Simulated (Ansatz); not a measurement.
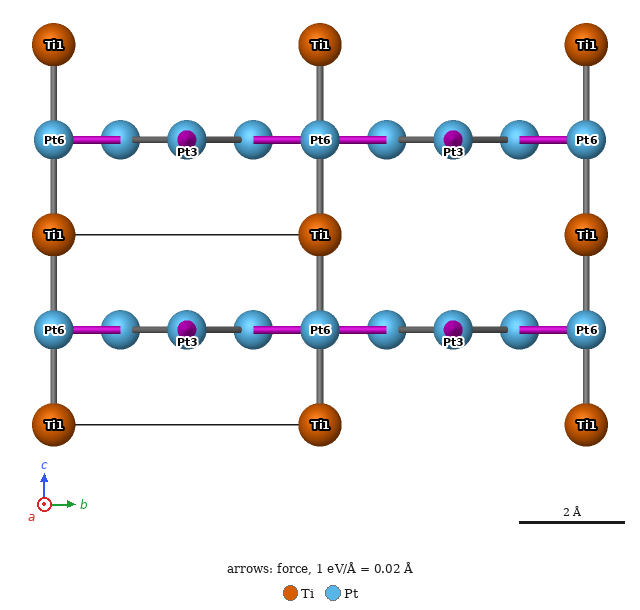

Starting geometry of crystalline TiPt5 (a generated structure, set up in P4/mmm) (coarse preliminary run) with the computed forces as purple arrows. A ball-and-stick model of the cell of the calculation, repeated 1 × 2 × 2 with one cell outlined, seen along the a axis.

All numbers below come from DFT PBE, scalar-relativistic, plane waves, PAW in Ansatz.

Input
```yaml
crystal:
  lattice:
    - [5.1017518, 0.0, 0.0]
    - [0.0, 5.1017518, 0.0]
    - [0.0, 0.0, 3.64111179]
  atoms:
    - { symbol: Ti, position: [0.0, 0.0, 0.0] }
    - { symbol: Pt, position: [0.25054865, 0.5, 0.5] }
    - { symbol: Pt, position: [0.74945135, 0.5, 0.5] }
    - { symbol: Pt, position: [0.5, 0.25054865, 0.5] }
    - { symbol: Pt, position: [0.5, 0.74945135, 0.5] }
    - { symbol: Pt, position: [0.0, 0.0, 0.5] }
basis:
  ecutwfc: 420
kpoints:
  mp_grid: { grid: [4, 4, 6] }
hamiltonian:
  xc: pbe
scf:
  occupations: { method: gaussian, width: 0.1 }
  lower_state_search: "off"
output:
  forces: true
  stress: true
  eigenvalues: true
relax:
  adjacent_minimum: "off"
  f_tol: 0.04
  max_steps: 70
  cell: { stress_tol: 0.4 }
```

Run as
```bash
ansatz run input.yaml --threads 1 --pin off --max-ram 2560MiB --backend cpu --events-out ev --progress --plain --runs-dir out
```

### What follows when this structure is relaxed?

It isn't relaxed: the largest force vector, on Pt atoms, is 68.09 eV/Å. The atoms end up moving mostly along the starting forces (cosine between the two patterns 1.00). The energy falls by 46.540 eV per cell of the calculation in 10 accepted moves (12 points after the start). The largest force component goes from 68 to 0.0016 eV/Å. Pressure: 266.60 GPa at the start and −0.04 GPa at the end. At 2 points the geometry stayed and the basis and grid were re-selected for the new cell (energy shift of 0.554 eV per cell of the calculation at most each time). The largest moves relative to the cell, 0.26 Å, are those of Pt2, Pt3, Pt4 and Pt5. Pt3 goes along +a. Ti stays in place. The volume changes by +66.5 %, with a = b 5.102 → 5.830 Å (+14.3 %), c 3.641 → 4.642 Å (+27.5 %). Among the contacts that change: Pt2–Pt3 2.545 → 3.428 Å, Pt2–Pt4 1.800 → 2.424 Å, Ti1–Pt6 1.821 → 2.321 Å, Pt2–Pt3 (another image) 2.556 → 2.401 Å. The space group stays P4/mmm (No. 123). The run took 2 min on 1 thread of Intel(R) Xeon(R) Platinum 8488C (Sapphire Rapids), with other jobs on the host, peak memory 0.55 GiB.
